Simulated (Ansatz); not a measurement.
**Run report: Al17N16, geometry relaxation (part 3 of 3)**

The same run, continued: Al17N16 (defect cell, 33 atoms in the cell); DFT PBE, scalar-relativistic, plane waves, PAW, spin-polarised (Ansatz 0.2.0); cutoff 420 eV, 2×2×2 k-mesh, Gaussian smearing of 0.02 eV, collinear spins. The structure derives from a Materials Project entry. It belongs to a series of runs on one base structure; here: Al interstitial, charge +0, atoms relaxed.

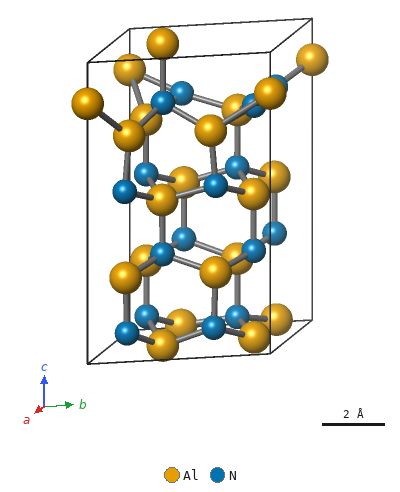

Fig. 1: The geometry at step 9 of the log (ball-and-stick view of the cell of the calculation, seen slightly off an axis).

## Output, continued
```
  k-point 7 ↓: bands = ["-7.3665", "-7.1062", "-6.9042", "-6.7865", "-6.2673", "-6.1244", "-5.9867", "-5.9455", "-5.7991", "-5.7899", "-5.5290", "-5.4645", "-5.4203", "-5.3952", "-5.0996", "-5.0484", "1.6363", "2.0598", "2.1242", "2.2041", "2.4466", "2.4589", "2.5029", "2.5489", "2.5930", "2.6962", "2.7962", "2.8168", "3.2543", "3.7889", "3.7939", "3.9473", "4.0054", "4.0506", "4.0618", "4.1283", "4.3349", "4.4662", "4.5959", "4.6820", "4.7455", "4.7686", "4.8094", "4.9109", "5.0481", "5.1554", "5.2794", "5.3723", "5.5387", "5.6212", "5.8063", "5.8929", "6.2289", "6.3734", "6.4263", "6.4662", "6.5184", "6.5530", "6.6732", "6.7900", "6.8118", "6.8283", "6.8707", "6.9009", "10.6005", "12.2027", "12.5314", "12.6741", "13.1717", "13.3660", "13.3949", "13.5148", "13.8347", "13.9678", "14.0509", "14.1520", "14.3851", "14.4957", "14.6050", "14.6704", "14.8153", "15.2212", "15.2289", "15.3497", "15.5656", "15.6098", "15.7294", "15.8915", "16.1675", "16.2454", "16.5212", "16.7038", "16.7561", "16.9205", "17.1089", "17.2380", "17.2674", "17.4090", "17.7606"]
--- Relaxed structure (17 steps of the walk, 15 accepted, 0 SCFs on fresh bases) ---
  F+E_penalty+E_count = -15315.42772478 eV   max|allowed force component| = 9.496e-3 eV/Å
  atoms:
    - { symbol: Al, position: [0.33719954143835634, 0.16847340641271438, 0.26185836917706] }
    - { symbol: Al, position: [0.3637250605585481, 0.17422418245742294, 0.733650269835154] }
    - { symbol: Al, position: [0.8298313216109913, 0.16956423044825064, 0.26155861536971037] }
    - { symbol: Al, position: [0.8139122813846577, 0.1855320042036985, 0.7288921583214848] }
    - { symbol: Al, position: [0.3322617048525777, 0.6670301763078367, 0.2521664548234013] }
    - { symbol: Al, position: [0.3309073177591511, 0.6682214561178972, 0.7442890839640561] }
    - { symbol: Al, position: [0.8308121662384583, 0.661963087340657, 0.2619913034862118] }
    - { symbol: Al, position: [0.8248986397594936, 0.6352102379518046, 0.7334586859729857] }
    - { symbol: Al, position: [0.16000374888081403, 0.3197212907030082, 0.025505049660778857] }
    - { symbol: Al, position: [0.16824403393303436, 0.3358940903474264, 0.4975447692348034] }
    - { symbol: Al, position: [0.6648846604203498, 0.33439908782854677, 0.013007186103294982] }
    - { symbol: Al, position: [0.6670659451703552, 0.3321058966410553, 0.4964190801186592] }
    - { symbol: Al, position: [0.15959023665563607, 0.8396780406883302, 0.02189319655535381] }
    - { symbol: Al, position: [0.16796879007590526, 0.8313122304348518, 0.4985294524634305] }
    - { symbol: Al, position: [0.6798928642504231, 0.8394279421776416, 0.02596834311181461] }
    - { symbol: Al, position: [0.6633737139142701, 0.8310189355416158, 0.497588158615505] }
    - { symbol: N, position: [0.3483778309015328, 0.17286148916282304, 0.07865144390546994] }
    - { symbol: N, position: [0.33499493954193676, 0.16739346882336345, 0.5506689014481966] }
    - { symbol: N, position: [0.8237641181640957, 0.17583263451033598, 0.07754358894864655] }
    - { symbol: N, position: [0.8336466644955585, 0.1656629334629695, 0.5466749130984692] }
    - { symbol: N, position: [0.3329681121395621, 0.6665431693647145, 0.05941027038582741] }
    - { symbol: N, position: [0.33333449620771133, 0.6658294523209334, 0.5549898337845339] }
    - { symbol: N, position: [0.8265263316941573, 0.6507541916740767, 0.07882404131440089] }
    - { symbol: N, position: [0.8318797316883708, 0.6642078682646761, 0.5505071251772042] }
    - { symbol: N, position: [0.1673613401144644, 0.3359592789123219, 0.3095698014595541] }
    - { symbol: N, position: [0.16092204423434578, 0.32428349641917154, 0.7926461942221239] }
    - { symbol: N, position: [0.6654114661838685, 0.33365521334411186, 0.31661404935851795] }
    - { symbol: N, position: [0.662988643921675, 0.3360876513682335, 0.8191552012604902] }
    - { symbol: N, position: [0.16709677096975745, 0.832237104413033, 0.31159507010704846] }
    - { symbol: N, position: [0.1613367123890463, 0.8376959272838947, 0.7995008277004031] }
    - { symbol: N, position: [0.663368777202264, 0.8319588909818276, 0.3095491841197387] }
    - { symbol: N, position: [0.6748213123909736, 0.8381722612689568, 0.792153621665438] }
    - { symbol: Al, position: [-0.004272936042341704, 0.0027328105217991226, 0.8626489183302333] }
--- Löwdin populations: 33 sites ---
  site symbol       q [e]    m [muB]
     0     Al      1.8816    -0.0000
     1     Al      1.9693     0.0000
     2     Al      1.8817     0.0000
     3     Al      2.0085     0.0000
     4     Al      1.8981    -0.0000
     5     Al      1.9530     0.0000
     6     Al      1.8816    -0.0000
     7     Al      1.9698     0.0000
     8     Al      1.9631     0.0000
     9     Al      1.8938    -0.0000
    10     Al      1.8673    -0.0000
    11     Al      1.9115    -0.0000
    12     Al      1.9531    -0.0000
    13     Al      1.8863    -0.0000
    14     Al      1.9638     0.0000
    15     Al      1.8937    -0.0000
    16      N      6.0510    -0.0000
    17      N      6.0389    -0.0000
    18      N      6.0475     0.0000
    19      N      6.0435     0.0000
    20      N      6.0133    -0.0000
    21      N      6.0374    -0.0000
    22      N      6.0512    -0.0000
    23      N      6.0390    -0.0000
    24      N      6.0425    -0.0000
    25      N      5.9737    -0.0000
    26      N      6.0738    -0.0000
    27      N      6.0160    -0.0000
    28      N      6.0413     0.0000
    29      N      5.9683     0.0000
    30      N      6.0423    -0.0000
    31      N      5.9740    -0.0000
    32     Al      2.5152     0.0000
  spilling = 0.009580 (of n_electrons = 131.000000)
```

## Trajectory as extended XYZ (Å, eV, eV/Å), 3 of the 17 frames kept, from step=1 to step=17
```
33
Lattice="3.1302 -5.4217 0.0000 -6.2604 0.0000 0.0000 0.0000 0.0000 -10.0361" Properties=species:S:1:pos:R:3:forces:R:3 step=1 energy=-15310.96723
Al    0.0000   -1.8072   -2.5129    0.0052  -0.2926  -0.0380
Al    0.0000   -1.8072   -7.5309   -0.0126  -1.7721   1.8906
Al    1.5651   -4.5181   -2.5129   -0.2452   0.1454  -0.2184
Al    1.5651   -4.5181   -7.5309   -2.3683   1.2171   2.7531
Al   -3.1302   -1.8072   -2.5129   -0.0066   0.0074  -0.1986
Al   -3.1302   -1.8072   -7.5309    0.0685  -0.0539   0.9244
Al   -1.5651   -4.5181   -2.5129    0.2522   0.1432  -0.1521
Al   -1.5651   -4.5181   -7.5309    2.0749   1.0688   2.4247
Al   -1.5651   -0.9036   -0.0038   -3.4075  -2.5780  -3.2231
Al   -1.5651   -0.9036   -5.0219    0.0397  -0.0579   0.1129
Al    0.0000   -3.6145   -0.0038   -0.0455   0.1287  -0.6512
Al    0.0000   -3.6145   -5.0219   -0.0233   0.0598   0.2161
Al   -4.6953   -0.9036   -0.0038    2.6152  -1.8594  -2.5807
Al   -4.6953   -0.9036   -5.0219   -0.0409  -0.0277   0.1221
Al   -3.1302   -3.6145   -0.0038    0.2463   7.0531  -5.1125
Al   -3.1302   -3.6145   -5.0219    0.0257   0.0193   0.1454
N     0.0000   -1.8072   -0.5983   -0.0146  -1.6539  -0.9538
N     0.0000   -1.8072   -5.6164    0.0119   0.0588  -0.2247
N     1.5651   -4.5181   -0.5983   -1.2871   0.8107  -0.9290
N     1.5651   -4.5181   -5.6164    0.0430  -0.0288  -0.3219
N    -3.1302   -1.8072   -0.5983    0.0112  -0.0261   0.1382
N    -3.1302   -1.8072   -5.6164   -0.0121  -0.0007  -0.0544
N    -1.5651   -4.5181   -0.5983    1.3542   0.8631  -0.9403
N    -1.5651   -4.5181   -5.6164   -0.0456  -0.0450  -0.2867
N    -1.5651   -0.9036   -3.1073    0.0267   0.0434   0.0962
N    -1.5651   -0.9036   -8.1254   -0.1483  -0.0269   0.1884
N     0.0000   -3.6145   -3.1073    0.0102  -0.0258  -0.4551
N     0.0000   -3.6145   -8.1254    0.0538  -0.1070  -0.2735
N    -4.6953   -0.9036   -3.1073   -0.0261   0.0361   0.1047
N    -4.6953   -0.9036   -8.1254    0.2063  -0.1065   0.2589
N    -3.1302   -3.6145   -3.1073   -0.0059  -0.0518   0.0949
N    -3.1302   -3.6145   -8.1254   -0.0344   0.3227   0.1493
Al   -0.0382    0.1133   -9.0829    0.6789  -3.2631   6.9938
33
Lattice="3.1302 -5.4217 0.0000 -6.2604 0.0000 0.0000 0.0000 0.0000 -10.0361" Properties=species:S:1:pos:R:3:forces:R:3 step=9 energy=-15315.42044
Al   -0.0044   -1.8260   -2.6365    0.0087  -0.0095   0.0126
Al    0.0486   -1.9699   -7.3585   -0.0610  -0.1010   0.0757
Al    1.5364   -4.4971   -2.6178   -0.0089   0.0133   0.0167
Al    1.3905   -4.4275   -7.3250    0.0324   0.0555   0.0311
Al   -3.1362   -1.7988   -2.5306   -0.0095   0.0060  -0.0170
Al   -3.1501   -1.7946   -7.4753    0.1240  -0.0622   0.0631
Al   -1.5483   -4.4991   -2.6345    0.0094   0.0034   0.0049
Al   -1.3888   -4.4831   -7.3576    0.0243   0.1493   0.1060
Al   -1.5016   -0.8612   -0.2471   -0.0240  -0.0301  -0.0127
Al   -1.5771   -0.9151   -4.9960    0.0281  -0.0086  -0.0027
Al   -0.0192   -3.5988   -0.1274    0.0220  -0.0120   0.0377
Al    0.0148   -3.6245   -4.9754   -0.0366   0.0236  -0.0651
Al   -4.7665   -0.8583   -0.2476    0.0104  -0.0148   0.0118
Al   -4.6755   -0.9158   -5.0108   -0.0221   0.0202   0.0568
Al   -3.1312   -3.6756   -0.2452    0.0050   0.0137  -0.0433
Al   -3.1264   -3.5980   -4.9964    0.0261  -0.0165  -0.0060
N    -0.0012   -1.8875   -0.7984   -0.0012   0.0024   0.0277
N     0.0007   -1.8274   -5.5216    0.0137   0.0862   0.0075
N     1.4754   -4.4597   -0.7688    0.0173  -0.0042   0.0013
N     1.5745   -4.5227   -5.4941   -0.0010  -0.0213  -0.0045
N    -3.1347   -1.7968   -0.5933   -0.0009   0.0052  -0.0235
N    -3.1215   -1.8130   -5.5731   -0.0289   0.0389  -0.0212
N    -1.4941   -4.4696   -0.7958    0.0080   0.0133   0.0177
N    -1.5504   -4.5100   -5.5214   -0.0250  -0.0510   0.0056
N    -1.5833   -0.9018   -3.1096    0.0149  -0.0162   0.0051
N    -1.5173   -0.8807   -7.9576   -0.0348   0.0653  -0.0700
N    -0.0047   -3.6086   -3.1725    0.0055  -0.0063  -0.0348
N    -0.0261   -3.5936   -8.2081    0.0321  -0.0580  -0.1463
N    -4.6890   -0.9027   -3.1293   -0.0011  -0.0161   0.0218
N    -4.7408   -0.8794   -8.0000    0.0495   0.0059  -0.0545
N    -3.1367   -3.5924   -3.1097    0.0062  -0.0168   0.0089
N    -3.1277   -3.6615   -7.9546   -0.0521  -0.0187  -0.0564
Al   -0.0095    0.0174   -8.6611   -0.1305  -0.0385   0.0460
33
Lattice="3.1302 -5.4217 0.0000 -6.2604 0.0000 0.0000 0.0000 0.0000 -10.0361" Properties=species:S:1:pos:R:3:forces:R:3 step=17 energy=-15315.42772
Al    0.0008   -1.8282   -2.6280   -0.0034  -0.0052  -0.0007
Al    0.0478   -1.9720   -7.3630    0.0002   0.0025   0.0045
Al    1.5360   -4.4991   -2.6250   -0.0028   0.0013  -0.0029
Al    1.3862   -4.4128   -7.3152    0.0090   0.0037   0.0045
Al   -3.1358   -1.8014   -2.5308    0.0056  -0.0013  -0.0019
Al   -3.1475   -1.7941   -7.4698    0.0019  -0.0033  -0.0016
Al   -1.5435   -4.5044   -2.6294    0.0033   0.0054  -0.0023
Al   -1.3946   -4.4723   -7.3611   -0.0091  -0.0005   0.0023
Al   -1.5007   -0.8675   -0.2560   -0.0029  -0.0039  -0.0066
Al   -1.5762   -0.9122   -4.9934   -0.0008   0.0017  -0.0027
Al   -0.0123   -3.6048   -0.1305   -0.0025   0.0010  -0.0010
Al    0.0089   -3.6166   -4.9821    0.0042   0.0013  -0.0017
Al   -4.7572   -0.8652   -0.2197    0.0049  -0.0028  -0.0019
Al   -4.6786   -0.9107   -5.0033    0.0020  -0.0038  -0.0053
Al   -3.1270   -3.6862   -0.2606    0.0018   0.0050  -0.0057
Al   -3.1260   -3.5966   -4.9938   -0.0043   0.0026  -0.0054
N     0.0083   -1.8888   -0.7894   -0.0016  -0.0095   0.0009
N     0.0007   -1.8162   -5.5266    0.0034   0.0024  -0.0018
N     1.4778   -4.4662   -0.7782   -0.0086   0.0050  -0.0052
N     1.5724   -4.5198   -5.4865   -0.0015  -0.0010   0.0015
N    -3.1306   -1.8052   -0.5962    0.0023  -0.0003   0.0023
N    -3.1250   -1.8072   -5.5699   -0.0036   0.0012   0.0007
N    -1.4868   -4.4812   -0.7911    0.0072   0.0063  -0.0001
N    -1.5543   -4.5102   -5.5249    0.0014  -0.0036  -0.0013
N    -1.5794   -0.9074   -3.1069    0.0005  -0.0007   0.0029
N    -1.5264   -0.8725   -7.9551   -0.0039  -0.0025   0.0047
N    -0.0059   -3.6076   -3.1776   -0.0015   0.0001   0.0021
N    -0.0288   -3.5945   -8.2211    0.0014  -0.0019  -0.0015
N    -4.6871   -0.9059   -3.1272   -0.0007  -0.0009   0.0038
N    -4.7393   -0.8747   -8.0239   -0.0017  -0.0001   0.0090
N    -3.1319   -3.5966   -3.1067   -0.0004  -0.0004   0.0042
N    -3.1350   -3.6587   -7.9501   -0.0015   0.0018   0.0095
Al   -0.0305    0.0232   -8.6576    0.0014   0.0005  -0.0034
```

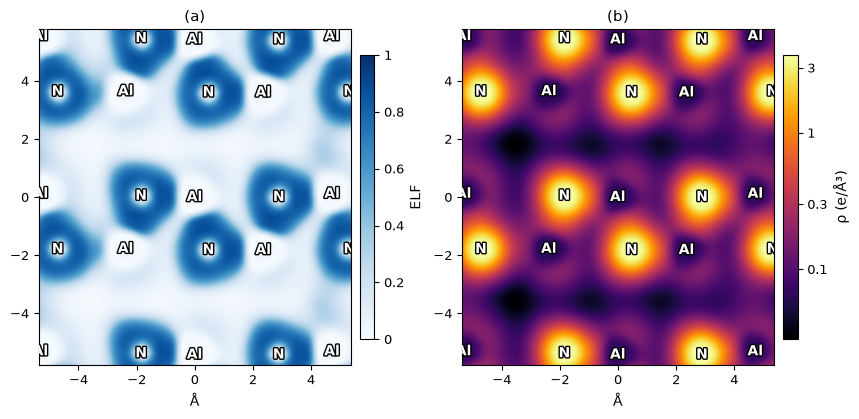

Fig. 2: (a) ELF; (b) valence electron density on the (110) plane of the calculation cell. Al–N (1.84 Å): ρ at the midpoint is about 0.74 e/Å³; the ELF is about 0.85 at the midpoint. Al–N (1.89 Å): ρ at the midpoint is about 0.68 e/Å³; the ELF is about 0.85 at the midpoint. Al–N (2.01 Å): the density is about 0.56 e/Å³ at the midpoint; the ELF is about 0.80 at the midpoint. Away from the nuclei the density in this plane falls to 0.03 e/Å³ at its lowest. In a PAW calculation such maps are meaningful between the atoms, not at the nuclei.

## Key numbers

```csv
quantity,value
outcome,converged
electrons treated,131
free energy,−15315.4277 eV
Fermi energy,11.449 eV
gap on the k-point mesh,0.26 eV
net moment of the cell,0.00 μB
integrated absolute moment,0.00 μB
final volume,340.64 Å³
largest force (length of the vector) at the end,0.011 eV/Å
hardware,"4 threads of Arm Neoverse V1, 24 GiB of memory available, shared host"
wall time,4.5 min (CPU time 17 min)
peak memory,1.3 GiB
```

## Notes

The electronic state found may not be the lowest one. Notes on the run: a screening estimate came out negative during mixing; some starting moments were not kept. So coarse a mesh can miss the band edges, so the true gap of this method can be much smaller, or zero. The k-point mesh is coarse for a cell of this size, so the results may not be converged.
